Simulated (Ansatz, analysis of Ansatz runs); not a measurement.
**Zn vacancy with two H in ZnO: local vibrational mode, PBE**

Aim: the local vibrational mode of the Zn vacancy with two H in ZnO, to be set beside the measurement. Set-up: PBE, 72-site cell, measured lattice, 420 eV, k: the single point 1/4 1/4 1/4. The model is a cell of 72 host atoms with 1 Zn taken out and 2 H put in. The frequencies come from force constants among the defect atom and its neighbours, with the masses of the isotopes named. The measured lattice removes the functional's error in the volume.

What was measured. Upper O-H stretch: 3349.6 cm⁻¹ at 9 K, by FTIR absorption (quoted in “Hydrogen-related defects in hydrothermally grown ZnO studied by Fourier Transform Infrared Spectroscopy”, 2010, Halvard Haug, quoting earlier work (2003)). Lower O-H stretch: 3312.2 cm⁻¹ at 9 K, by FTIR absorption (quoted in “Hydrogen-related defects in hydrothermally grown ZnO studied by Fourier Transform Infrared Spectroscopy”, 2010, Halvard Haug, quoting earlier work (2003)).

Main program and level: Ansatz 0.2.0; plane-wave PAW DFT, PBE; relaxation of all atoms of a defect supercell.

## 1. The starting structure

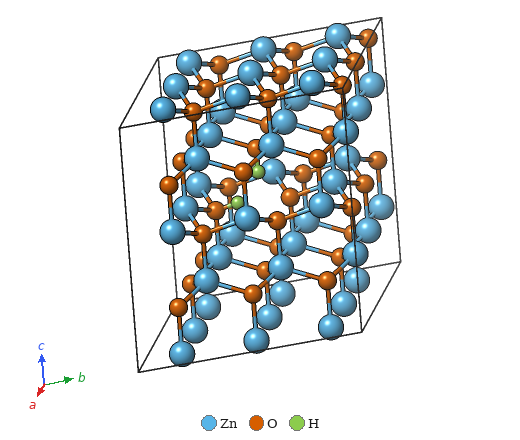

The cell as given, slightly off an axis (zinc blue, oxygen orange, hydrogen green). Some periodic images of atoms are drawn too.

The cell holds 73 atoms: 35 Zn, 36 O and 2 H. Its edges and angles: a = 9.748 Å, b = 9.748 Å, c = 10.411 Å, α = 90.0°, β = 90.0°, γ = 120.0°. It derives from ZnO (space group P6_3mc). Nearest the centre at fractional (0.556, 0.444, 0.500): H72 at 0.98 Å, H73 at 0.99 Å, O36 at 1.98 Å, O28 at 1.98 Å, O59 at 1.98 Å, O38 at 1.98 Å, Zn33 at 3.21 Å, Zn25 at 3.21 Å.

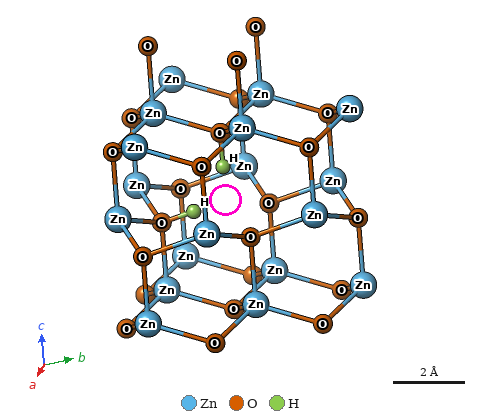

The atoms within 5 Å of the centre. A ring marks the centre wherever it is empty.

The host's primitive cell comes from a first run (plane-wave PAW DFT, PBE; relaxation of the host's atoms at the measured cell): vectors of 3.249, 3.249 and 5.206 Å. That is 11.90 Å³ an atom. The supercell is built on it.

## 2. Relaxation, charge 0

Every later number rests on the structure around the defect, so the atoms are relaxed at the host's lattice first.

File relax/input.yaml:

```yaml
relax:
  f_tol: 0.01
  max_steps: 80
  random_displacement: { amplitude: 0.02, seed: 149 }
crystal:
  lattice:
    - [9.74792405, 0.0, 0.0]
    - [-4.87396202, 8.44194986, 0.0]
    - [0.0, 0.0, 10.411418]
  atoms:
    - { symbol: Zn, position: [0.111111111, 0.222222222, 0.249510893] }
    - { symbol: Zn, position: [0.222222222, 0.111111111, -0.000489107] }
    - { symbol: O, position: [0.222222222, 0.111111111, 0.189994107] }
    - { symbol: O, position: [0.111111111, 0.222222222, 0.439994107] }
    - { symbol: Zn, position: [0.111111111, 0.222222222, 0.749510893] }
    - { symbol: Zn, position: [0.222222222, 0.111111111, 0.499510893] }
    - { symbol: O, position: [0.222222222, 0.111111111, 0.689994107] }
    - { symbol: O, position: [0.111111111, 0.222222222, 0.939994107] }
    - { symbol: Zn, position: [0.111111111, 0.555555556, 0.249510893] }
    - { symbol: Zn, position: [0.222222222, 0.444444444, -0.000489107] }
    - { symbol: O, position: [0.222222222, 0.444444444, 0.189994107] }
    - { symbol: O, position: [0.111111111, 0.555555556, 0.439994107] }
    - { symbol: Zn, position: [0.111111111, 0.555555556, 0.749510893] }
    - { symbol: Zn, position: [0.222222222, 0.444444444, 0.499510893] }
    - { symbol: O, position: [0.222222222, 0.444444444, 0.689994107] }
    - { symbol: O, position: [0.111111111, 0.555555556, 0.939994107] }
    - { symbol: Zn, position: [0.111111111, 0.888888889, 0.249510893] }
    - { symbol: Zn, position: [0.222222222, 0.777777778, -0.000489107] }
    - { symbol: O, position: [0.222222222, 0.777777778, 0.189994107] }
    - { symbol: O, position: [0.111111111, 0.888888889, 0.439994107] }
    - { symbol: Zn, position: [0.111111111, 0.888888889, 0.749510893] }
    - { symbol: Zn, position: [0.222222222, 0.777777778, 0.499510893] }
    - { symbol: O, position: [0.222222222, 0.777777778, 0.689994107] }
    - { symbol: O, position: [0.111111111, 0.888888889, 0.939994107] }
    - { symbol: Zn, position: [0.444444444, 0.222222222, 0.249510893] }
    - { symbol: Zn, position: [0.555555556, 0.111111111, -0.000489107] }
    - { symbol: O, position: [0.555555556, 0.111111111, 0.189994107] }
    - { symbol: O, position: [0.444444444, 0.222222222, 0.439994107] }
    - { symbol: Zn, position: [0.444444444, 0.222222222, 0.749510893] }
    - { symbol: Zn, position: [0.555555556, 0.111111111, 0.499510893] }
    - { symbol: O, position: [0.555555556, 0.111111111, 0.689994107] }
    - { symbol: O, position: [0.444444444, 0.222222222, 0.939994107] }
    - { symbol: Zn, position: [0.444444444, 0.555555556, 0.249510893] }
    - { symbol: Zn, position: [0.555555556, 0.444444444, -0.000489107] }
    - { symbol: O, position: [0.555555556, 0.444444444, 0.189994107] }
    - { symbol: O, position: [0.444444444, 0.555555556, 0.439994107] }
    - { symbol: Zn, position: [0.444444444, 0.555555556, 0.749510893] }
    - { symbol: O, position: [0.555555556, 0.444444444, 0.689994107] }
    - { symbol: O, position: [0.444444444, 0.555555556, 0.939994107] }
    - { symbol: Zn, position: [0.444444444, 0.888888889, 0.249510893] }
    - { symbol: Zn, position: [0.555555556, 0.777777778, -0.000489107] }
    - { symbol: O, position: [0.555555556, 0.777777778, 0.189994107] }
    - { symbol: O, position: [0.444444444, 0.888888889, 0.439994107] }
    - { symbol: Zn, position: [0.444444444, 0.888888889, 0.749510893] }
    - { symbol: Zn, position: [0.555555556, 0.777777778, 0.499510893] }
    - { symbol: O, position: [0.555555556, 0.777777778, 0.689994107] }
    - { symbol: O, position: [0.444444444, 0.888888889, 0.939994107] }
    - { symbol: Zn, position: [0.777777778, 0.222222222, 0.249510893] }
    - { symbol: Zn, position: [0.888888889, 0.111111111, -0.000489107] }
    - { symbol: O, position: [0.888888889, 0.111111111, 0.189994107] }
    - { symbol: O, position: [0.777777778, 0.222222222, 0.439994107] }
    - { symbol: Zn, position: [0.777777778, 0.222222222, 0.749510893] }
    - { symbol: Zn, position: [0.888888889, 0.111111111, 0.499510893] }
    - { symbol: O, position: [0.888888889, 0.111111111, 0.689994107] }
    - { symbol: O, position: [0.777777778, 0.222222222, 0.939994107] }
    - { symbol: Zn, position: [0.777777778, 0.555555556, 0.249510893] }
    - { symbol: Zn, position: [0.888888889, 0.444444444, -0.000489107] }
    - { symbol: O, position: [0.888888889, 0.444444444, 0.189994107] }
    - { symbol: O, position: [0.777777778, 0.555555556, 0.439994107] }
    - { symbol: Zn, position: [0.777777778, 0.555555556, 0.749510893] }
    - { symbol: Zn, position: [0.888888889, 0.444444444, 0.499510893] }
    - { symbol: O, position: [0.888888889, 0.444444444, 0.689994107] }
    - { symbol: O, position: [0.777777778, 0.555555556, 0.939994107] }
    - { symbol: Zn, position: [0.777777778, 0.888888889, 0.249510893] }
    - { symbol: Zn, position: [0.888888889, 0.777777778, -0.000489107] }
    - { symbol: O, position: [0.888888889, 0.777777778, 0.189994107] }
    - { symbol: O, position: [0.777777778, 0.888888889, 0.439994107] }
    - { symbol: Zn, position: [0.777777778, 0.888888889, 0.749510893] }
    - { symbol: Zn, position: [0.888888889, 0.777777778, 0.499510893] }
    - { symbol: O, position: [0.888888889, 0.777777778, 0.689994107] }
    - { symbol: O, position: [0.777777778, 0.888888889, 0.939994107] }
    - { symbol: H, position: [0.555555999, 0.444444001, 0.593927893] }
    - { symbol: H, position: [0.500030999, 0.333395001, 0.469279893] }
basis:
  ecutwfc: 420
  xc_grid: 2
hamiltonian:
  xc: pbe
kpoints:
  mp_grid: { grid: [1, 1, 1], shift: [0.25, 0.25, 0.25] }
scf:
  occupations: { method: fermi_dirac, width: 0.01 }
  max_iter: 120
output:
  forces: true
checkpoint:
  write: "../relax.run"
  compress: false
  write_wavefunctions: true
  write_every: 100000
```

Started as:

```
> ansatz run input.yaml --threads 2 --pin off --max-ram 4710MiB --backend cpu --events-out ev --progress --plain --runs-dir out
```

Numbers of over 12 decimals in the logs are rounded to 6 here.

What it wrote:

```text
[... repeated set-up lines and file paths are left out, and long positions are rounded to six places ...]
Engine: ansatz 0.2.0, aarch64-unknown-linux-gnu
Pseudopotentials: kind: paw
Pseudopotential: Zn, paw, valence charge 12, recommended cutoff 420 eV (normal), Zn.paw.azcp
Pseudopotential: O, paw, valence charge 6, recommended cutoff 420 eV (normal), O.paw.azcp
Pseudopotential: H, paw, valence charge 1, recommended cutoff 420 eV (normal), H.paw.azcp
Functional definition: PBE
  parameter kappa = 0.804
  parameter beta = 0.066725
  exchange = pbe_x(kappa = kappa, mu = beta*pi^2/3)
  correlation = pbe_c(beta = beta)
Crystal: 73 atoms, lattice volume = 856.771 Å³
Basis set: ecut = 420 eV, 16751 PW (Γ), exchange–correlation on 144×144×144 points (8 copies of the dense FFT grid, shifted against one another)
Bands: 392, of which v1, the nominal top of the filled ones, is band 319 counted from 1 (318 counted from 0)
Symmetry: 1 space group operations
k-points: 1
Non-local potential: Zn, projectors of the file, l = 0: 2, l = 1: 2, l = 2: 3, l = 3: 1
Non-local potential: O, projectors of the file, l = 0: 2, l = 1: 2, l = 2: 1
Non-local potential: H, projectors of the file, l = 0: 2, l = 1: 1
PAW form: soft (Blöchl's): semilocal exchange-correlation on the pseudo side does not see the compensation charge
PAW one-centre angular grid: Zn, 590 points (default); XC on 64 Gauss nodes
PAW one-centre angular grid: O, 110 points (default); XC on 64 Gauss nodes
PAW one-centre angular grid: H, 110 points (default); XC on 64 Gauss nodes
Initial density: superposition of atomic densities (neutral atoms: chi_scale 0, normalization atom), corrected by the library's trained network
Initial wavefunctions: pseudopotential atomic-orbital guess
Functional: x = pbe(κ = 0.804, μ = 0.219515), c = pbe(β = 0.066725)
SCF iter   1: F=—  HF=-136637.985901 eV  |F-HF|=—  |Δ(HF+E_count)|=         —  Δρ=2.05e-3  dr2=5.21e-2  ethr=1.77e-3  ⟨swp⟩=6.0  Hψ=1609  notcnv=0  defer=3
preconditioner: auto → Resta (q_TF=auto, 2.597 Å⁻¹)  ε∞=7.3  [insulator: Δε(μ)=2.096 eV  Ē_g=12.748 eV  σ=0.010 eV  W_gap=1.00  n_scr=242 (ndim 8)  ℏωp=32.0 eV  f_vac=0.039  D(μ)=0.00/eV (n_scr^D=0)  ε∞_Penn≈7.3]
SCF iter   2: F=—  HF=-136637.981215 eV  |F-HF|=—  |Δ(HF+E_count)|=   4.69e-3  Δρ=9.96e-4  dr2=1.58e-2  ethr=8.17e-6  ⟨swp⟩=2.0  Hψ=776  notcnv=0  defer=67
SCF iter   3: F=—  HF=-136637.979473 eV  |F-HF|=—  |Δ(HF+E_count)|=   1.74e-3  Δρ=4.78e-4  dr2=5.37e-3  ethr=2.47e-6  ⟨swp⟩=2.0  Hψ=650  notcnv=0  defer=67
SCF iter   4: F=—  HF=-136637.978331 eV  |F-HF|=—  |Δ(HF+E_count)|=   1.14e-3  Δρ=2.53e-4  dr2=6.55e-4  ethr=8.41e-7  ⟨swp⟩=2.0  Hψ=616  notcnv=0  defer=67
SCF iter   5: F=—  HF=-136637.978446 eV  |F-HF|=—  |Δ(HF+E_count)|=   1.14e-4  Δρ=1.31e-4  dr2=1.39e-4  ethr=1.03e-7  ⟨swp⟩=3.0  Hψ=611  notcnv=0  defer=67
SCF iter   6: F=—  HF=-136637.978445 eV  |F-HF|=—  |Δ(HF+E_count)|=   6.77e-7  Δρ=6.13e-5  dr2=2.76e-5  ethr=2.18e-8  ⟨swp⟩=2.0  Hψ=644  notcnv=0  defer=67
SCF iter   7: F=—  HF=-136637.978443 eV  |F-HF|=—  |Δ(HF+E_count)|=   2.14e-6  Δρ=2.41e-5  dr2=3.92e-6  ethr=4.33e-9  ⟨swp⟩=2.0  Hψ=610  notcnv=0  defer=67
SCF iter   8: F=-136637.978446 eV  HF=-136637.978446 eV  |F-HF|=1.51e-7  |Δ(HF+E_count)|=   3.01e-6  Δρ=9.63e-6  dr2=7.73e-7  ethr=3.92e-10  ⟨swp⟩=5.0  Hψ=1421  notcnv=0
SCF 1 converged in 8 iterations: F = -136637.978446 eV  dr2 = 7.73e-7
  greatest PAW one-centre occupation: 0.988 electrons in one spin orbital (limit 2), on the Zn atom at site 29 (counted from 0), in its partial waves of l = 2
relax step   1: F+E_penalty+E_count = -136637.97844616 eV  Δ(F+E_penalty+E_count) = +0.000e0 eV  max|allowed force component| = 9.595e-1 eV/Å  Δτ_max = 0.0000 Å  (8 SCF iters, dr2 threshold 2.50e-6 eV, accepted)
[... the SCF cycles and remarks between the steps are left out from here to the last step ...]
relax step   2: F+E_penalty+E_count = -136638.48198826 eV  Δ(F+E_penalty+E_count) = -5.035e-1 eV  max|allowed force component| = 7.802e-1 eV/Å  Δτ_max = 0.1904 Å  (7 SCF iters, dr2 threshold 5.75e-5 eV, accepted)
relax step   3: F+E_penalty+E_count = -136638.65805225 eV  Δ(F+E_penalty+E_count) = -1.761e-1 eV  max|allowed force component| = 3.998e-1 eV/Å  Δτ_max = 0.0870 Å  (7 SCF iters, dr2 threshold 3.80e-5 eV, accepted)
relax step   4: F+E_penalty+E_count = -136638.67452338 eV  Δ(F+E_penalty+E_count) = -1.647e-2 eV  max|allowed force component| = 6.957e-2 eV/Å  Δτ_max = 0.0480 Å  (5 SCF iters, dr2 threshold 4.20e-5 eV, accepted)
relax step   5: F+E_penalty+E_count = -136638.67530236 eV  Δ(F+E_penalty+E_count) = -7.790e-4 eV  max|allowed force component| = 2.090e-2 eV/Å  Δτ_max = 0.0194 Å  (7 SCF iters, dr2 threshold 3.03e-7 eV, accepted)
relax step   6: F+E_penalty+E_count = -136638.67569723 eV  Δ(F+E_penalty+E_count) = -3.949e-4 eV  max|allowed force component| = 1.305e-2 eV/Å  Δτ_max = 0.0155 Å  (7 SCF iters, accepted)
SCF iter   1: F=—  HF=-136638.676031 eV  |F-HF|=—  |Δ(HF+E_count)|=         —  Δρ=6.27e-4  dr2=1.18e-3  ethr=1.96e-6  ⟨swp⟩=5.0  Hψ=963  notcnv=0  defer=67
SCF iter   2: F=—  HF=-136638.675753 eV  |F-HF|=—  |Δ(HF+E_count)|=   2.78e-4  Δρ=3.21e-4  dr2=2.98e-4  ethr=1.85e-7  ⟨swp⟩=2.0  Hψ=649  notcnv=0  defer=67
SCF iter   3: F=—  HF=-136638.675724 eV  |F-HF|=—  |Δ(HF+E_count)|=   2.94e-5  Δρ=3.36e-5  dr2=6.97e-6  ethr=4.67e-8  ⟨swp⟩=2.0  Hψ=636  notcnv=0  defer=67
SCF iter   4: F=—  HF=-136638.675738 eV  |F-HF|=—  |Δ(HF+E_count)|=   1.37e-5  Δρ=3.04e-5  dr2=5.59e-6  ethr=1.09e-9  ⟨swp⟩=3.0  Hψ=842  notcnv=0  defer=67
SCF iter   5: F=—  HF=-136638.675736 eV  |F-HF|=—  |Δ(HF+E_count)|=   1.39e-6  Δρ=7.08e-6  dr2=3.92e-7  ethr=8.76e-10  ⟨swp⟩=2.0  Hψ=644  notcnv=0  defer=67
SCF iter   6: F=—  HF=-136638.675736 eV  |F-HF|=—  |Δ(HF+E_count)|=   2.18e-7  Δρ=5.22e-6  dr2=1.77e-7  ethr=1.57e-11  ⟨swp⟩=5.0  Hψ=1561  notcnv=0
SCF iter   7: F=-136638.675736 eV  HF=-136638.675736 eV  |F-HF|=4.34e-9  |Δ(HF+E_count)|=   4.04e-8  Δρ=1.70e-6  dr2=1.73e-8  ethr=1.57e-11  ⟨swp⟩=5.0  Hψ=1408  notcnv=0
SCF 7 converged in 7 iterations: F = -136638.675736 eV  dr2 = 1.73e-8
relax step   7: F+E_penalty+E_count = -136638.67573633 eV  Δ(F+E_penalty+E_count) = -3.909e-5 eV  max|allowed force component| = 5.805e-3 eV/Å  Δτ_max = 0.0136 Å  (7 SCF iters, accepted)
NSCF: frozen V_eff on 1 k-points
the band table was solved once a step of the walk had ended and its energy, with any forces and stress, was formed, with the checks that follow a solve (1357 applications of the Hamiltonian). They found nothing against the state; [...]
SCF converged after 7 iterations
Free energy (F): -136638.675736 eV
Harris-Foulkes:  -136638.675736 eV  (|F-HF|=4.34e-9)
Internal energy: -136638.675736 eV  (E = F + TS)
E sigma→0 (E₀):  -136638.675736 eV
Fermi energy:    8.072794 eV
--- Per-component energies (eV) ---
  E_band       = 1003.419946
  E_kinetic    = 10907.455032
  E_local      = -71429.070960  (includes V_loc(G=0)·N_el)
  E_nonlocal   = 23419.213020
  E_hartree    = 29360.347448
  E_xc         = -7440.983295
  E_vxc        = -5189.820402  (∫ρ·V_xc dr)
  E_paw        = -69816.870059  (= ΣΔE_a)
  E_vpaw       = -15425.126637  (= ΣTr[D̂ρ^β])
  E_aug_tail   = 0.074034  (compensation charges beyond the density's cutoff)
  E_ewald      = -51638.840956
  E_smearing   = -0.000000  (= −TS)
  E_closure    = -0.000000  (closes the sum)
  Σ components = -136638.675736   (vs F -136638.675736, Δ=0.00e0)
--- Forces (eV/Å), atoms counted from 1 ---
  atom   1  Zn    -0.00359712    -0.00053239     0.00030925
  atom   2  Zn     0.00283898     0.00030742    -0.00093313
  [... 3 atoms left out ...]
  atom   6  Zn     0.00213681    -0.00070122    -0.00098559
  [... 21 atoms left out ...]
  atom  28  O      0.00061549     0.00133190     0.00216832
  atom  29  Zn    -0.00391025     0.00188908    -0.00185597
  atom  30  Zn     0.00159144     0.00138373     0.00034874
  [... 5 atoms left out ...]
  atom  36  O     -0.00181152     0.00205443     0.00096796
  atom  37  Zn    -0.00163647     0.00019257    -0.00032085
  atom  38  O      0.00575820     0.00187799     0.00133743
  [... 20 atoms left out ...]
  atom  59  O     -0.00094075    -0.00121584     0.00068029
  [... 12 atoms left out ...]
  atom  72  H     -0.00028457     0.00027351     0.00063631
  atom  73  H      0.00344001    -0.00152276     0.00102400
  max |Σ_I F_I| component: 1.02e-4 eV/Å
--- Band table (eV) ---
  k-point 0: bands = ["-12.4781", "-12.3236", "-10.8996", "-10.7907", [... 384 left out ...] "17.1214", "17.1599", "17.1833", "17.2845"]
--- Relaxed structure (7 steps of the walk, 7 accepted, 0 SCFs on fresh bases) ---
  F+E_penalty+E_count = -136638.67573633 eV   max|allowed force component| = 5.805e-3 eV/Å
  atoms:
    - { symbol: Zn, position: [0.110420, 0.222375, 0.249075] }
    - { symbol: Zn, position: [0.222213, 0.110813, -0.001677] }
    [... 3 atoms left out ...]
    - { symbol: Zn, position: [0.215221, 0.108968, 0.499527] }
    [... 21 atoms left out ...]
    - { symbol: O, position: [0.444881, 0.221078, 0.435814] }
    - { symbol: Zn, position: [0.444484, 0.222710, 0.747289] }
    - { symbol: Zn, position: [0.561583, 0.108354, 0.499788] }
    [... 5 atoms left out ...]
    - { symbol: O, position: [0.446733, 0.547168, 0.447652] }
    - { symbol: Zn, position: [0.439776, 0.563203, 0.750334] }
    - { symbol: O, position: [0.559499, 0.453424, 0.688246] }
    [... 20 atoms left out ...]
    - { symbol: O, position: [0.767363, 0.546743, 0.447447] }
    [... 12 atoms left out ...]
    - { symbol: H, position: [0.568967, 0.474336, 0.594858] }
    - { symbol: H, position: [0.503906, 0.336339, 0.450955] }
```

It took 5.2 min on 2 threads of Arm Neoverse V1, shared host; peak memory 2.1 GiB.

[end of part 1 of 2]

[Logs are printed without paths, hosts, clocks, repeated set-up lines and the standing remarks that a program may print on its own settings, such as how far it seeks lower states.]

[Hosts, paths, dates, database ids (printed as entryN), source tags and the programs' standing remarks are cut or masked in the printed files.]

[For some hosts the program warned that the k-mesh of the response run may be too coarse for force constants and the static dielectric constant; such warnings are not shown here.]
